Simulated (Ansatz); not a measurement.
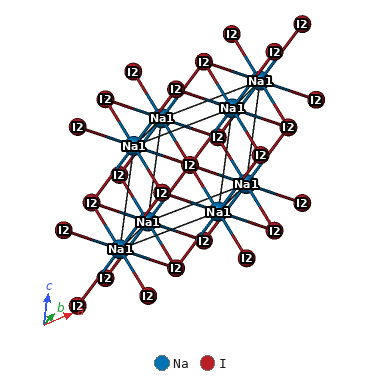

The system is NaI (Fm-3m, No. 225; 2 atoms in the cell); the picture shows the reference structure. The cell is strained homogeneously, by one strain along x and y and another along z, with fractional coordinates fixed (x, y and z along the cube axes). First axis: strain along x and y. Second axis: strain along z. Grid: 5 × 5 points. Points are written as (first, second). All energies are given in meV/atom relative to the lowest grid point. The reference cell is the one listed in the database, not relaxed at this level. These are results of Ansatz 0.2.0, DFT PBEsol, scalar-relativistic, plane waves, PAW, not measurements. Settings: cutoff 420 eV, k-mesh 6×6×6, gaussian smearing 0.05 eV, no spin polarisation.

Its coordinates:

```yaml
crystal:
  lattice:
    - [0.00000, 3.23640, 3.23640]
    - [3.23640, 0.00000, 3.23640]
    - [3.23640, 3.23640, 0.00000]
  atoms:
    - { symbol: Na, position: [0.00000, 0.00000, 0.00000] }
    - { symbol: I, position: [0.50000, 0.50000, 0.50000] }
```

Range: strain along x and y from −3.0 to 3.0 %; strain along z from −3.0 to 3.0 %.

What will the energy surface look like?

Answer. The lowest grid point is at (−1.5 %, −1.5 %). The bottom of the well lies between grid points, at about (−1.1 %, −1.1 %), about 0.3 meV/atom lower on the interpolated surface. It is the only kind of minimum in the scanned range. The highest grid point, (3.0 %, 3.0 %), lies 22.6 meV/atom above the lowest. Round the minimum the valley is somewhat tilted: raising strain along x and y shifts the best value of strain along z downwards (coupling k₁₂/√(k₁₁k₂₂) about 0.3). The gap on the k-mesh is 3.6 eV at the lowest point and runs from 3.3 to 3.8 eV over the map.

```csv
"strain along z ↓, strain along x and y →",−3.0,−1.5,0.0,1.5,3.0
3.0,6.2,4.5,7.2,13.4,22.6
1.5,4.1,1.7,3.8,9.3,17.8
0.0,3.1,0.1,1.5,6.4,14.2
−1.5,3.7,0.0,0.6,4.8,12.0
−3.0,6.1,1.7,1.5,5.0,11.4
```

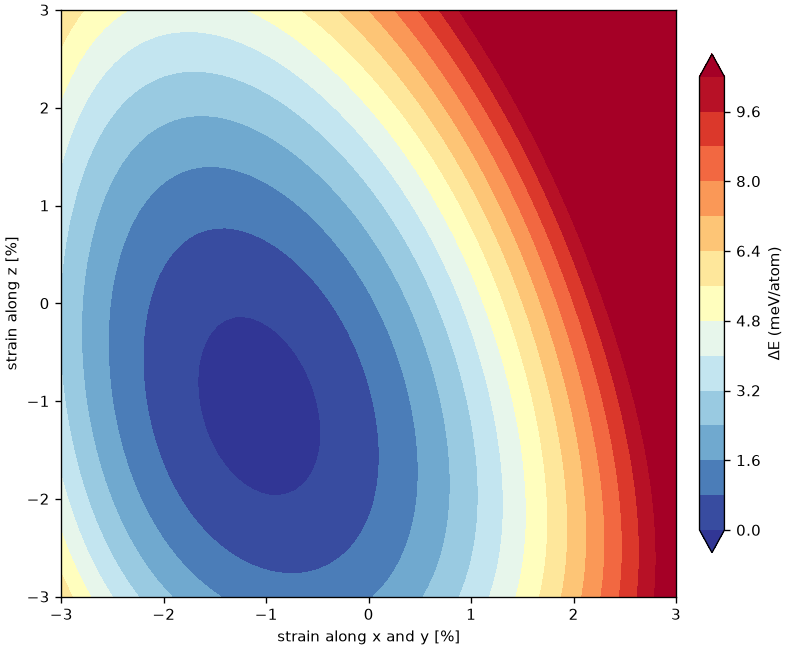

In the figure: filled contours, one colour for all values above the top of the scale. Between grid points the surface is interpolated.
